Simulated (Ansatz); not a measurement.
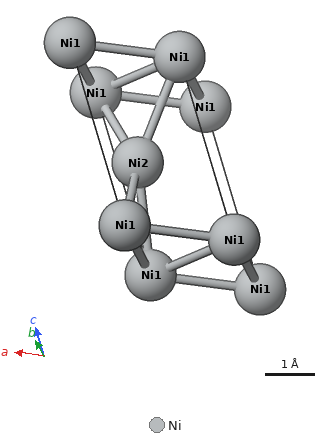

Figure 1. The structure as given in the input (ball-and-stick view of the reduced cell, seen at an oblique angle; atoms are numbered from 1 in the order of the input). Near neighbours in the crystal (not all of them lie inside the picture): Ni has 10 Ni at 2.35 to 2.41 Å.

## Ni: a changed input and its effect

System: Ni (2 atoms in the cell).
Method of run 1: DFT, RPBE, plane waves (420 eV) with PAW, scalar-relativistic, no spin polarisation (Ansatz 0.2.0).

Text and figures count atoms from 1; the logs count them from 0 in places.

**Input, run 1**
```yaml
crystal:
  lattice:
    - [-2.8497821976, 2.8500799356, 1.1776639891]
    - [2.8500799356, -2.8497821976, 1.1776639891]
    - [1.4847763147, 1.4847763147, -1.1771186814]
  atoms:
    - { symbol: Ni, position: [2.2853e-05, 0.999977147, 0.0] }
    - { symbol: Ni, position: [0.749977147, 0.250022853, 0.5] }
hamiltonian:
  xc: rpbe
  pseudopotentials:
    kind: paw
    azcp:
      Ni: "pseudopotentials/Ni.paw.azcp"
basis:
  ecutwfc: 420
  fft_grid_basis: typed
kpoints:
  mp_grid: { grid: [25, 25, 23], shift: [0, 0, 0] }
magnetization:
  spin_polarized: false
scf:
  occupations: { method: fermi_dirac, width: 0.1 }
output:
  stress: true
```

Hardware: 2 threads of an Arm (aarch64) CPU, shared host.

**Output, shortened to warnings, some set-up lines, iterations and results (run 1)**
```
Basis set: ecut = 420 eV, 365 PW (Γ)
Symmetry: 4 space group operations
k-points: 3744 of 14375
Initial density: superposition of atomic densities (neutral atoms: chi_scale 0, normalization atom), corrected by the library's trained network
[...]
SCF iter   1: F=—  HF=-11689.070327 eV  |F-HF|=—  |Δ(HF+E_count)|=         —  Δρ=9.46e-3  dr2=7.20e-3  ethr=1.77e-3  ⟨swp⟩=4.7  Hψ=303580  notcnv=0
SCF iter   2: F=—  HF=-11689.069542 eV  |F-HF|=—  |Δ(HF+E_count)|=   7.85e-4  Δρ=2.84e-3  dr2=6.05e-4  ethr=2.00e-5  ⟨swp⟩=2.4  Hψ=180596  notcnv=0
SCF iter   3: F=—  HF=-11689.069628 eV  |F-HF|=—  |Δ(HF+E_count)|=   8.61e-5  Δρ=6.14e-4  dr2=1.91e-5  ethr=1.68e-6  ⟨swp⟩=2.6  Hψ=123661  notcnv=0
SCF iter   4: F=—  HF=-11689.069650 eV  |F-HF|=—  |Δ(HF+E_count)|=   2.17e-5  Δρ=1.47e-4  dr2=8.24e-7  ethr=5.32e-8  ⟨swp⟩=2.3  Hψ=130439  notcnv=0
SCF iter   5: F=-11689.069650 eV  HF=-11689.069650 eV  |F-HF|=1.90e-8  |Δ(HF+E_count)|=   1.23e-7  Δρ=3.56e-5  dr2=9.76e-8  ethr=2.29e-9  ⟨swp⟩=2.3  Hψ=134794  notcnv=0
SCF iter   6: F=-11689.069650 eV  HF=-11689.069650 eV  |F-HF|=2.24e-9  |Δ(HF+E_count)|=   5.84e-8  Δρ=5.68e-6  dr2=2.12e-9  ethr=2.71e-10  ⟨swp⟩=3.7  Hψ=361553  notcnv=0
SCF 1 converged in 6 iterations: F = -11689.069650 eV  dr2 = 2.12e-9
SCF converged after 6 iterations
Free energy (F): -11689.069650 eV
Harris-Foulkes:  -11689.069650 eV  (|F-HF|=2.24e-9)
Internal energy: -11688.914048 eV  (E = F + TS)
E sigma→0 (E₀):  -11688.991849 eV
Entropy (-TS):   -0.155602 eV (-77.801 meV/atom)
Fermi energy:    20.263016 eV
--- Per-component energies (eV) ---
  E_band       = -495.624502
  E_kinetic    = 568.469299
  E_local      = -6601.964596  (includes V_loc(G=0)·N_el)
  E_nonlocal   = 1270.511704
  E_hartree    = 2768.319162
  E_xc         = -171.420304
  E_vxc        = -220.968977  (∫ρ·V_xc dr)
  E_paw        = -3269.130001  (= ΣΔE_a)
  E_vpaw       = -1048.308877  (= ΣTr[D̂ρ^β])
  E_aug_tail   = 0.001150  (compensation charges beyond the density's cutoff)
  E_ewald      = -6253.611772
  E_core_change = -0.088691  (= ΣΔE_core)
  E_smearing   = -0.155602  (= −TS)
  E_closure    = -0.000000  (closes the sum)
  Σ components = -11689.069650   (vs F -11689.069650, Δ=0.00e0)
--- Stress (GPa, compression-positive) ---
       31.119421       0.393852      -0.027546
        0.393852      31.119421      -0.027546
       -0.027546      -0.027546      30.108350
  P = ⅓ Tr σ = 30.7824 GPa (307.824 kbar)
```

The input of run 2 differs as follows (lines with − go, lines with + come):
```diff
-    - [-2.8497821976, 2.8500799356, 1.1776639891]
-    - [2.8500799356, -2.8497821976, 1.1776639891]
-    - [1.4847763147, 1.4847763147, -1.1771186814]
+    - [-2.9336470085, 2.9339535085, 1.2123208719]
+    - [2.9339535085, -2.9336470085, 1.2123208719]
+    - [1.5284710521, 1.5284710521, -1.2117595166]
```

Predict how the results change.

With the same functional and potentials, run 2 lies 104.5 meV per atom lower. The pressure goes from 30.78 to 7.97 GPa. The volume per atom goes from 9.97 to 10.87 Å³. The number of SCF iterations is the same. The plane waves at Γ go from 365 to 415.

**Output, shortened to warnings, some set-up lines, iterations and results (run 2)**
```
Basis set: ecut = 420 eV, 415 PW (Γ)
Symmetry: 4 space group operations
k-points: 3744 of 14375
Initial density: superposition of atomic densities (neutral atoms: chi_scale 0, normalization atom), corrected by the library's trained network
[...]
SCF iter   1: F=—  HF=-11689.279393 eV  |F-HF|=—  |Δ(HF+E_count)|=         —  Δρ=8.86e-3  dr2=7.33e-3  ethr=1.77e-3  ⟨swp⟩=4.5  Hψ=299470  notcnv=0
SCF iter   2: F=—  HF=-11689.278593 eV  |F-HF|=—  |Δ(HF+E_count)|=   7.99e-4  Δρ=2.86e-3  dr2=7.20e-4  ethr=2.03e-5  ⟨swp⟩=2.6  Hψ=177842  notcnv=0
SCF iter   3: F=—  HF=-11689.278660 eV  |F-HF|=—  |Δ(HF+E_count)|=   6.71e-5  Δρ=5.63e-4  dr2=2.05e-5  ethr=2.00e-6  ⟨swp⟩=2.5  Hψ=122912  notcnv=0
SCF iter   4: F=—  HF=-11689.278677 eV  |F-HF|=—  |Δ(HF+E_count)|=   1.69e-5  Δρ=2.08e-4  dr2=1.76e-6  ethr=5.69e-8  ⟨swp⟩=2.4  Hψ=130204  notcnv=0
SCF iter   5: F=—  HF=-11689.278677 eV  |F-HF|=—  |Δ(HF+E_count)|=   4.38e-7  Δρ=3.36e-5  dr2=1.05e-7  ethr=4.88e-9  ⟨swp⟩=1.3  Hψ=84806  notcnv=0
SCF iter   6: F=-11689.278677 eV  HF=-11689.278677 eV  |F-HF|=5.04e-9  |Δ(HF+E_count)|=   8.04e-8  Δρ=7.26e-6  dr2=3.96e-9  ethr=2.78e-10  ⟨swp⟩=4.6  Hψ=312152  notcnv=0
SCF 1 converged in 6 iterations: F = -11689.278677 eV  dr2 = 3.96e-9
SCF converged after 6 iterations
Free energy (F): -11689.278677 eV
Harris-Foulkes:  -11689.278677 eV  (|F-HF|=5.04e-9)
Internal energy: -11689.109978 eV  (E = F + TS)
E sigma→0 (E₀):  -11689.194328 eV
Entropy (-TS):   -0.168698 eV (-84.349 meV/atom)
Fermi energy:    18.175283 eV
--- Per-component energies (eV) ---
  E_band       = -562.914814
  E_kinetic    = 564.681991
  E_local      = -6891.447613  (includes V_loc(G=0)·N_el)
  E_nonlocal   = 1272.145712
  E_hartree    = 2880.850396
  E_xc         = -169.598488
  E_vxc        = -218.455823  (∫ρ·V_xc dr)
  E_paw        = -3270.815971  (= ΣΔE_a)
  E_vpaw       = -1051.536219  (= ΣTr[D̂ρ^β])
  E_aug_tail   = 0.001085  (compensation charges beyond the density's cutoff)
  E_ewald      = -6074.838400
  E_core_change = -0.088691  (= ΣΔE_core)
  E_smearing   = -0.168698  (= −TS)
  E_closure    = 0.000000  (closes the sum)
  Σ components = -11689.278677   (vs F -11689.278677, Δ=0.00e0)
--- Stress (GPa, compression-positive) ---
        8.032335       0.102177      -0.021011
        0.102177       8.032335      -0.021011
       -0.021011      -0.021011       7.853334
  P = ⅓ Tr σ = 7.9727 GPa (79.727 kbar)
```

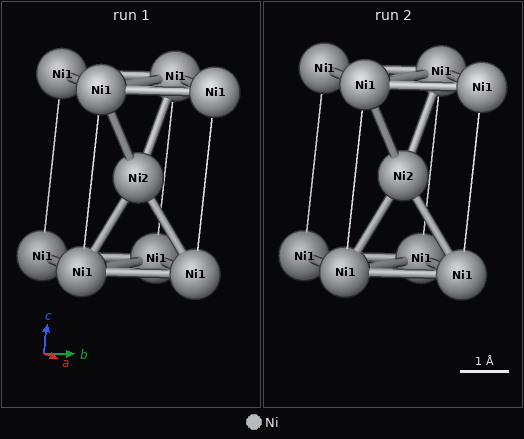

Figure 2. The two input geometries at one scale (ball-and-stick view of the reduced cell, seen slightly off an axis). No atom moves by more than 0.005 Å relative to the cell. The drawn cell changes as follows: a 2.355 → 2.425 Å (+2.9 %), b 2.407 → 2.478 Å (+2.9 %), c 4.199 → 4.323 Å (+2.9 %); the volume changes by +9.1 %. Among the contacts that change: Ni1–Ni1 2.407 → 2.478 Å, Ni1–Ni2 2.348 → 2.417 Å.

**The two runs side by side**

| quantity | run 1 | run 2 |
| --- | --- | --- |
| outcome | converged | converged |
| free energy per atom (eV) | −5844.5348 | −5844.6393 |
| energy per atom, smearing taken to zero (eV) | −5844.4959 | −5844.5972 |
| pressure (GPa) | 30.78 | 7.97 |
| volume per atom (Å³) | 9.97 | 10.87 |
| SCF iterations | 6 | 6 |
| irreducible k-points | 3744 | 3744 |
| plane waves at Γ | 365 | 415 |
| wall time (shared host) | 57 s | 56 s |

For both runs: The run has no spin polarisation, so a magnetic state may lie lower. For run 1: The cell is under a pressure of 31 GPa at this level, so it is not at its equilibrium volume. For run 2: The cell is under a pressure of 8.0 GPa at this level, so it is not at its equilibrium volume.
